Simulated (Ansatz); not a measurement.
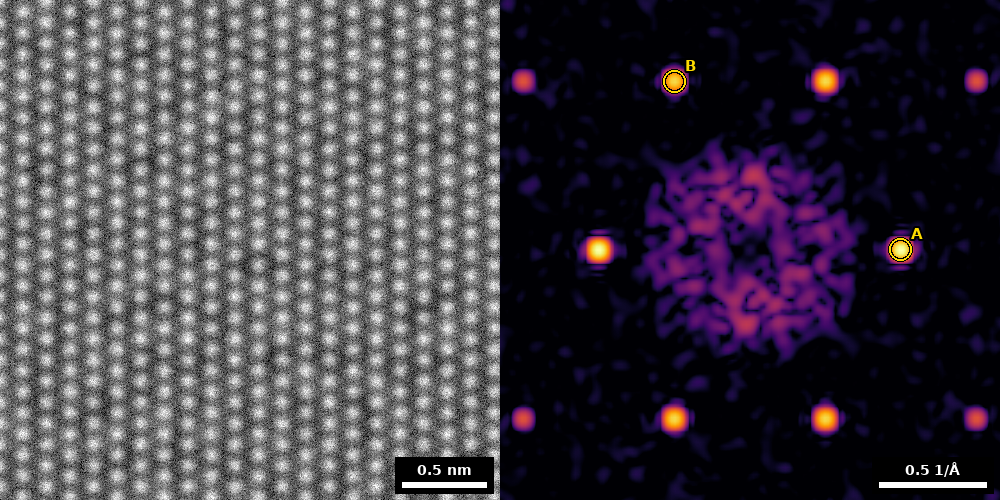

iDPC-like image of Ge (Fd-3m, No. 227) along [210]. Simulated as the projected potential of neutral atoms (B = 0.3 Å²) blurred by a 0.52 Å probe, the thin-sample limit of integrated differential phase contrast. The display is stretched by a gamma of 0.65; percentages refer to the linear signal. Shot noise and the speckle of an amorphous layer were added. Structure used: a calculation's starting geometry.

The right panel is the modulus of the image's Fourier transform on a logarithmic scale.

a = 5.660 Å, b = 5.660 Å, c = 5.660 Å, α = 90.00°, β = 90.00°, γ = 90.00°

Question: Index the marked spots and give their plane spacings (the zone axis points at the viewer; indices equivalent by symmetry, or all signs reversed, are as good).

Answer: A: (004), d = 1.42 Å; B: (2 -4 -2), d = 1.16 Å. A and B enclose 114°, and every spot obeys the zone law hu + kv + lw = 0 for [210].
